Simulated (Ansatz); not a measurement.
**Single-point calculation, with input and output: TiO₂**

TiO₂ (Cmmm, 12 atoms in the cell), computed with DFT PBE, scalar-relativistic, plane waves, PAW, no spin polarisation (Ansatz 0.2.0).

The structure derives from an entry of the Crystallography Open Database. It belongs to a series of runs on one base structure; here: the crystal above the cut slid by 0.5 of the vector 1 a1 + 0 a2 (3.799 Å). Figures and captions count atoms from 1; the log counts them from 0 in places.

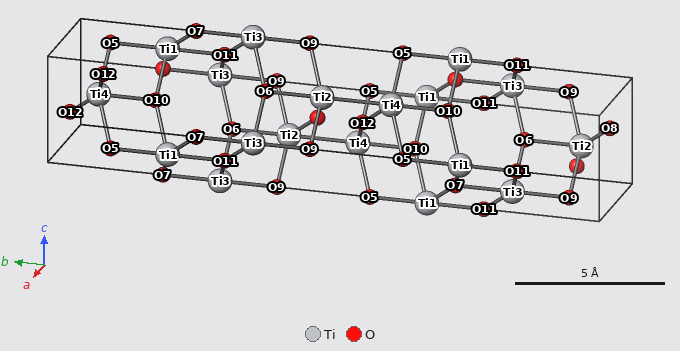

*The structure (ball-and-stick view of the cell 2 times as large as that of the calculation, set on its symmetry axes, seen at an oblique angle; atoms are numbered from 1 in the order of the input). An atom can appear more than once, as a periodic image.*

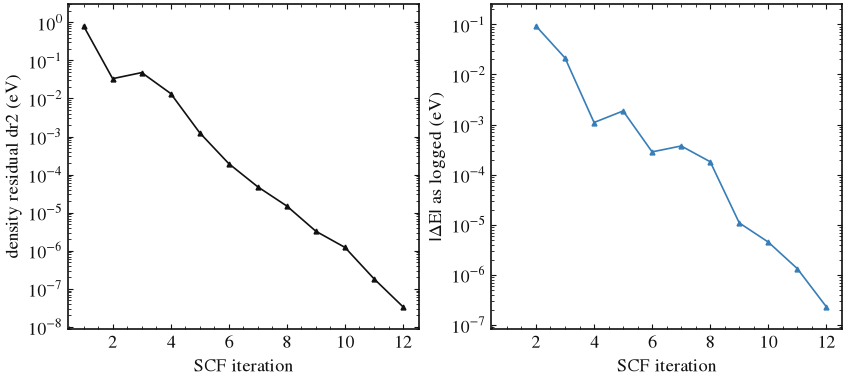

*Convergence of the self-consistent field: density residual dr2 and size of the energy change against the SCF iteration.*

The residual falls almost steadily, with no more than small rises.

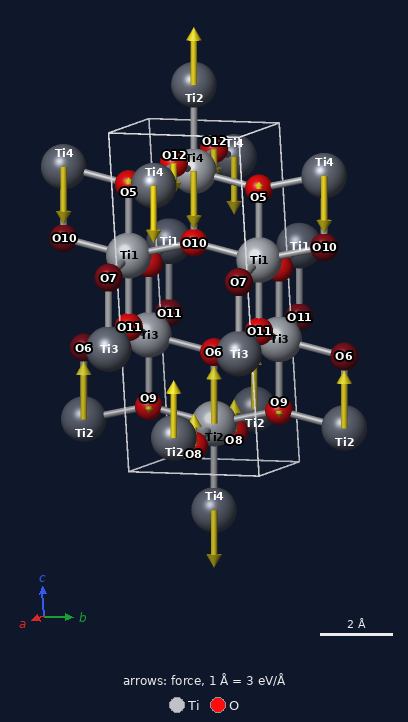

*Forces on the atoms as yellow arrows (ball-and-stick view of the cell of the calculation, seen slightly off an axis; neighbours outside the cell are drawn fainter; atoms are numbered from 1 in the order of the input); the smallest are left out.*

The largest act on Ti2, Ti4 (4.87 eV/Å); O8, O12 (2.71 eV/Å). The geometry is not a stationary point of this energy.

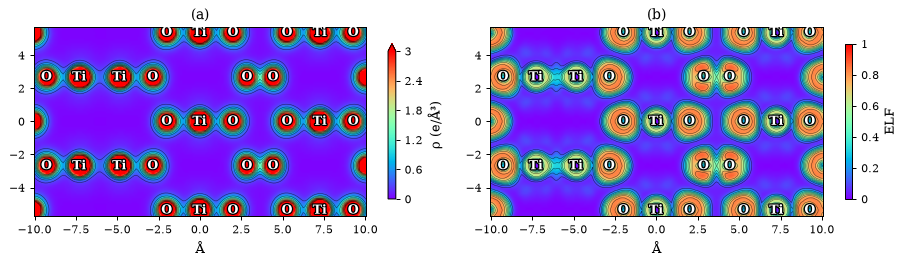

*(a) valence electron density; (b) electron localisation function on the (101) plane of the conventional cell.*

Ti–Ti (2.42 Å): ρ at the midpoint is about 0.4 e/Å³; the ELF is about 0.30 at the midpoint; no localised pair between them. Ti–O (2.00 Å): the density is about 0.63 e/Å³ at the midpoint; the ELF is about 0.20 at the midpoint (a polar contact without a shared pair, in a metal). Away from the nuclei the density in this plane falls to 0.009 e/Å³ at its lowest. The strong features right at Ti lie inside the PAW spheres (semicore, d or f shells) and say nothing about bonding. The fields are those of the smooth PAW valence density.

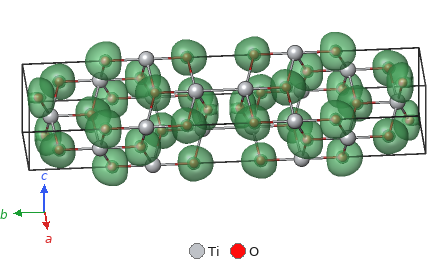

*Isosurface of the electron localisation function at 0.65 (green), seen at an oblique angle. Only the valence region is drawn (cores and ρ < 0.01 e/Å³ removed). Sticks mark near contacts. The outline is the cell set on symmetry axes.*

Values along the shortest contacts: Ti–O (1.95 Å): the ELF is about 0.20 at the midpoint; no shared pair; the contact is polar. Ti–Ti (2.42 Å): the ELF is about 0.30 at the midpoint (no shared electron pair).

These pictures come from the run below.

The input
```yaml
crystal:
  lattice:
    - [-3.7992225376, 0.0, 0.0]
    - [0.0, -3.7992225376, 0.0]
    - [-1.8996112688, 0.0, 9.6968968543]
  atoms:
    - { symbol: Ti, position: [-0.3125, 1.0, 0.625] }
    - { symbol: Ti, position: [0.4375, 0.5, 0.125] }
    - { symbol: Ti, position: [0.3125, 0.0, 0.375] }
    - { symbol: Ti, position: [-0.4375, 0.5, 0.875] }
    - { symbol: O, position: [-0.415753363, 0.0, 0.831506726] }
    - { symbol: O, position: [0.334246637, 0.5, 0.331506726] }
    - { symbol: O, position: [0.209246637, 0.0, 0.581506726] }
    - { symbol: O, position: [-0.040753363, 0.5, 0.081506726] }
    - { symbol: O, position: [0.415753363, 0.0, 0.168493274] }
    - { symbol: O, position: [-0.334246637, 0.5, 0.668493274] }
    - { symbol: O, position: [-0.209246637, 0.0, 0.418493274] }
    - { symbol: O, position: [0.040753363, 0.5, 0.918493274] }
basis:
  ecutwfc: 420
kpoints:
  mp_grid: { grid: [7, 7, 3] }
hamiltonian:
  xc: pbe
scf:
  occupations: { method: gaussian, width: 0.05 }
output:
  forces: true
  stress: true
  eigenvalues: true
  write_density: true
  write_potential: true
  elf: true
  volumetric_format: npy
```

Run as:
```bash
ansatz run input.yaml --threads 2 --pin off --max-ram 5120MiB --backend cpu --events-out ev --progress --plain --runs-dir out
```

Output
```
Warning: crystal.symmetry: narrowed to the stabiliser of the k-point mesh — unitary ops 8 → 4; excluded 4 operations that carry a point of the 7×7×3 mesh (shift [0, 0, 0]) off the mesh (the run samples exactly the mesh kpoints.mp_grid names, as under crystal.symmetry.detect: false, and its converged state has the mesh's symmetry, not the crystal's; ε∞, the Born charges and the force constants of a linear response (`dielectric:` by the response, `phonons.method: dfpt`) are averaged over those of the crystal's operations that the state keeps within a tolerance, where `mesh_tensors`, `unaveraged_element` or `gamma_mean_max_change_ev_ang2` stands beside them; a row that `dielectric.field_direction` solves alone is averaged likewise, with nothing beside; a Γ-centred mesh of equal divisions is mapped onto itself by every operation and keeps the whole group, as does a half-shifted one under kpoints.further_shifts: images)
Engine: ansatz 0.2.0, aarch64-unknown-linux-gnu
Pseudopotentials: kind: paw
Pseudopotential: Ti, paw, valence charge 12, recommended cutoff 420 eV (normal), Ti.paw.azcp
Pseudopotential: O, paw, valence charge 6, recommended cutoff 420 eV (normal), O.paw.azcp
Functional definition: PBE
  parameter kappa = 0.804
  parameter beta = 0.06672455060314922
  exchange = pbe_x(kappa = kappa, mu = beta*pi^2/3)
  correlation = pbe_c(beta = beta)
Crystal: 12 atoms, lattice volume = 139.966 Å³
Basis set: ecut = 420 eV, 2735 PW (Γ), exchange–correlation on 54×54×144 points (8 copies of the dense FFT grid, shifted against one another)
Bands: 60, of which v1, the nominal top of the filled ones, is band 48 counted from 1 (47 counted from 0)
Symmetry: 4 space group operations
k-points: 44 of 147
Non-local potential: Ti, projectors of the file, l = 0: 3, l = 1: 2, l = 2: 3, l = 3: 1
Non-local potential: O, projectors of the file, l = 0: 2, l = 1: 2, l = 2: 1
PAW form: soft (Blöchl's): semilocal exchange-correlation on the pseudo side does not see the compensation charge
PAW one-centre angular grid: Ti, 590 points (default); XC on 64 Gauss nodes
PAW one-centre angular grid: O, 110 points (default); XC on 64 Gauss nodes
Initial density: superposition of atomic densities (neutral atoms: chi_scale 0, normalization atom), corrected by the library's trained network
Initial wavefunctions: pseudopotential atomic-orbital guess
Functional: x = pbe(κ = 0.804, μ = 0.2195149727645171), c = pbe(β = 0.06672455060314922)
SCF iter   1: F=—  HF=-14547.435904 eV  |F-HF|=—  |Δ(HF+E_count)|=         —  Δρ=2.12e-2  dr2=8.03e-1  ethr=1.77e-3  ⟨swp⟩=5.1  Hψ=10059  notcnv=0  defer=6
preconditioner: auto → LDOS  [metal: Δε(μ)=0.006 eV  Ē_g=9.497 eV  σ=0.050 eV  W_gap=0.07  n_scr=48 (ndim 8)  ℏωp=25.1 eV  f_vac=0.106  D(μ)=10.25/eV (n_scr^D=104)  β→1.0]
SCF iter   2: F=—  HF=-14547.343149 eV  |F-HF|=—  |Δ(HF+E_count)|=   9.28e-2  Δρ=6.74e-3  dr2=3.32e-2  ethr=8.36e-4  ⟨swp⟩=2.0  Hψ=3319  notcnv=0  defer=178
SCF iter   3: F=—  HF=-14547.364519 eV  |F-HF|=—  |Δ(HF+E_count)|=   2.14e-2  Δρ=5.75e-3  dr2=4.79e-2  ethr=3.46e-5  ⟨swp⟩=2.0  Hψ=4784  notcnv=0  defer=204
SCF iter   4: F=—  HF=-14547.363421 eV  |F-HF|=—  |Δ(HF+E_count)|=   1.10e-3  Δρ=3.18e-3  dr2=1.35e-2  ethr=3.46e-5  ⟨swp⟩=2.0  Hψ=4035  notcnv=0  defer=204
SCF iter   5: F=—  HF=-14547.361555 eV  |F-HF|=—  |Δ(HF+E_count)|=   1.87e-3  Δρ=1.06e-3  dr2=1.25e-3  ethr=1.41e-5  ⟨swp⟩=2.0  Hψ=3997  notcnv=0  defer=204
SCF iter   6: F=—  HF=-14547.361841 eV  |F-HF|=—  |Δ(HF+E_count)|=   2.85e-4  Δρ=4.80e-4  dr2=1.94e-4  ethr=1.31e-6  ⟨swp⟩=2.0  Hψ=3587  notcnv=0  defer=200
SCF iter   7: F=—  HF=-14547.362215 eV  |F-HF|=—  |Δ(HF+E_count)|=   3.74e-4  Δρ=2.44e-4  dr2=4.76e-5  ethr=2.02e-7  ⟨swp⟩=2.0  Hψ=3623  notcnv=0  defer=200
SCF iter   8: F=—  HF=-14547.362396 eV  |F-HF|=—  |Δ(HF+E_count)|=   1.81e-4  Δρ=1.15e-4  dr2=1.49e-5  ethr=4.95e-8  ⟨swp⟩=2.0  Hψ=4529  notcnv=0  defer=195
SCF iter   9: F=—  HF=-14547.362407 eV  |F-HF|=—  |Δ(HF+E_count)|=   1.09e-5  Δρ=6.02e-5  dr2=3.24e-6  ethr=1.55e-8  ⟨swp⟩=2.0  Hψ=4240  notcnv=0  defer=195
SCF iter  10: F=—  HF=-14547.362412 eV  |F-HF|=—  |Δ(HF+E_count)|=   4.51e-6  Δρ=3.29e-5  dr2=1.22e-6  ethr=3.38e-9  ⟨swp⟩=2.0  Hψ=4369  notcnv=0  defer=195
SCF iter  11: F=—  HF=-14547.362413 eV  |F-HF|=—  |Δ(HF+E_count)|=   1.33e-6  Δρ=1.36e-5  dr2=1.83e-7  ethr=1.27e-9  ⟨swp⟩=2.0  Hψ=4356  notcnv=0  defer=195
SCF iter  12: F=-14547.362413 eV  HF=-14547.362413 eV  |F-HF|=4.72e-8  |Δ(HF+E_count)|=   2.30e-7  Δρ=6.89e-6  dr2=3.35e-8  ethr=1.04e-10  ⟨swp⟩=13.9  Hψ=17503  notcnv=0
SCF 1 converged in 12 iterations: F = -14547.362413 eV  dr2 = 3.35e-8
  greatest PAW one-centre occupation: 0.999 electrons in one spin orbital (limit 2), on the Ti atom at site 2 (counted from 0), in its partial waves of l = 0
SCF converged after 12 iterations
Free energy (F): -14547.362413 eV
Harris-Foulkes:  -14547.362413 eV  (|F-HF|=4.72e-8)
Internal energy: -14547.349619 eV  (E = F + TS)
E sigma→0 (E₀):  -14547.356016 eV
Entropy (-TS):   -0.012794 eV (-1.066 meV/atom)
Fermi energy:    9.436850 eV
--- Per-component energies (eV) ---
  E_band       = -921.077651
  E_kinetic    = 2495.512962
  E_local      = -7265.083428  (includes V_loc(G=0)·N_el)
  E_nonlocal   = 402.180183
  E_hartree    = 2824.071177
  E_xc         = -983.169789
  E_vxc        = -1244.966666  (∫ρ·V_xc dr)
  E_paw        = -5447.330513  (= ΣΔE_a)
  E_vpaw       = -956.885441  (= ΣTr[D̂ρ^β])
  E_aug_tail   = 0.020059  (compensation charges beyond the density's cutoff)
  E_ewald      = -6573.550270
  E_smearing   = -0.012794  (= −TS)
  E_closure    = -0.000000  (closes the sum)
  Σ components = -14547.362413   (vs F -14547.362413, Δ=0.00e0)
--- Forces (eV/Å), atoms counted from 1 ---
  atom   1  Ti    -0.00013808     0.00000000    -0.12776696
  atom   2  Ti    -0.00039384     0.00000000     4.86577060
  atom   3  Ti     0.00013808     0.00000000     0.12776696
  atom   4  Ti     0.00039384     0.00000000    -4.86577060
  atom   5  O      0.00007710     0.00000000     0.57202538
  atom   6  O      0.00007795     0.00000000     0.26500239
  atom   7  O      0.00035054     0.00000000     0.08300024
  atom   8  O     -0.00018127     0.00000000     2.70545004
  atom   9  O     -0.00007710     0.00000000    -0.57202538
  atom  10  O     -0.00007795     0.00000000    -0.26500239
  atom  11  O     -0.00035054     0.00000000    -0.08300024
  atom  12  O      0.00018127     0.00000000    -2.70545004
  max |Σ_I F_I| component: 4.44e-16 eV/Å
--- Stress (GPa, compression-positive) ---
       -0.230637       0.000000       0.000184
        0.000000       1.406508       0.000000
        0.000184       0.000000      19.538257
  P = ⅓ Tr σ = 6.9047 GPa (69.047 kbar)
--- Band table (eV; the first three rows and the last of 44) ---
  k-point 0: bands = ["-49.1011", "-49.0750", "-48.6314", "-48.4802", "-25.5130", "-25.3644", "-25.3167", "-25.3092", "-25.2952", "-25.2816", "-25.2543", "-24.9379", "-24.9344", "-24.8333", "-24.8149", "-24.4575", "-13.0649", "-10.2200", "-9.8729", "-9.4683", "-9.3148", "-9.2089", "-8.9860", "-8.4116", "1.4292", "2.3342", "3.2829", "3.4144", "3.4739", "3.4887", "3.6701", "3.7074", "3.8851", "5.1347", "5.1455", "5.2205", "5.2333", "5.4551", "5.6974", "6.0175", "6.1162", "6.2408", "6.3686", "6.8010", "6.8153", "6.9059", "7.1238", "9.5006", "9.6073", "9.6466", "9.7294", "9.9618", "9.9898", "10.1959", "10.7638", "11.0884", "11.1207", "11.3358", "11.3867", "11.7550"]
  k-point 1: bands = ["-49.1011", "-49.0751", "-48.6314", "-48.4802", "-25.4942", "-25.3687", "-25.3644", "-25.3160", "-25.2960", "-25.2815", "-25.2118", "-24.9380", "-24.9342", "-24.8334", "-24.8149", "-24.4592", "-13.0646", "-10.2193", "-9.8763", "-9.4637", "-9.3289", "-9.1925", "-8.9891", "-8.4128", "1.4295", "2.3339", "3.3447", "3.3881", "3.4897", "3.5060", "3.5487", "3.7802", "3.8794", "5.0812", "5.1309", "5.1528", "5.2332", "5.6559", "5.7036", "6.0763", "6.0805", "6.2018", "6.2571", "6.6888", "6.9202", "6.9701", "7.0718", "9.4542", "9.7183", "9.7218", "9.7554", "9.8901", "9.9611", "10.2309", "10.7688", "11.0829", "11.1091", "11.3628", "11.3731", "11.7519"]
  k-point 2: bands = ["-49.1007", "-49.0746", "-48.6311", "-48.4799", "-25.5108", "-25.3637", "-25.3490", "-25.3167", "-25.3063", "-25.2809", "-25.2406", "-24.9487", "-24.9373", "-24.8458", "-24.8144", "-24.4560", "-13.0570", "-10.1326", "-9.7475", "-9.4123", "-9.2566", "-9.1449", "-8.9608", "-8.4137", "1.4361", "2.3463", "3.0346", "3.1871", "3.2285", "3.5018", "3.7147", "3.7933", "3.7937", "4.9952", "5.1002", "5.1013", "5.5261", "5.6580", "5.6623", "5.6948", "5.9505", "6.0151", "6.2508", "6.5043", "6.6840", "6.7802", "6.9870", "9.5786", "9.7420", "9.8124", "9.9138", "9.9506", "10.0980", "10.3857", "10.7699", "10.7780", "10.9095", "11.2092", "11.3262", "11.5823"]
  k-point 43: bands = ["-49.0870", "-49.0812", "-48.6273", "-48.4766", "-25.5018", "-25.4897", "-25.4333", "-25.3895", "-25.3056", "-25.3038", "-25.2113", "-25.0559", "-24.9914", "-24.8947", "-24.8915", "-24.4488", "-12.5681", "-9.1756", "-9.1170", "-8.9324", "-8.9267", "-8.7876", "-8.7413", "-7.7687", "1.2341", "1.8340", "2.3680", "2.6658", "2.8334", "2.8974", "3.3122", "3.3681", "3.4266", "3.6473", "3.7058", "3.8136", "3.8665", "4.1376", "4.4513", "4.8000", "4.8816", "5.3554", "5.5828", "6.2263", "6.7406", "6.9110", "7.4212", "9.1748", "9.2248", "9.6409", "9.9328", "10.6387", "10.6592", "10.7398", "11.0204", "11.5497", "11.9015", "11.9280", "11.9461", "12.2819"]
```

Key numbers

| quantity | value |
| --- | --- |
| outcome | converged |
| space group (tolerance 0.01 Å) | Cmmm (65) |
| electrons treated | 96 |
| free energy | −14547.3624 eV |
| Fermi energy | 9.437 eV |
| gap on the k-point mesh | none (metallic) |
| pressure | 6.90 GPa |
| largest force (length of the vector) | 4.866 eV/Å |
| hardware | 2 threads of Arm Neoverse V2, 24 GiB of memory available, shared host |
| wall time | 20 s (CPU time 39 s) |
| peak memory | 0.58 GiB |

Warnings of the run: the k-point mesh lowers the symmetry that the run can use.
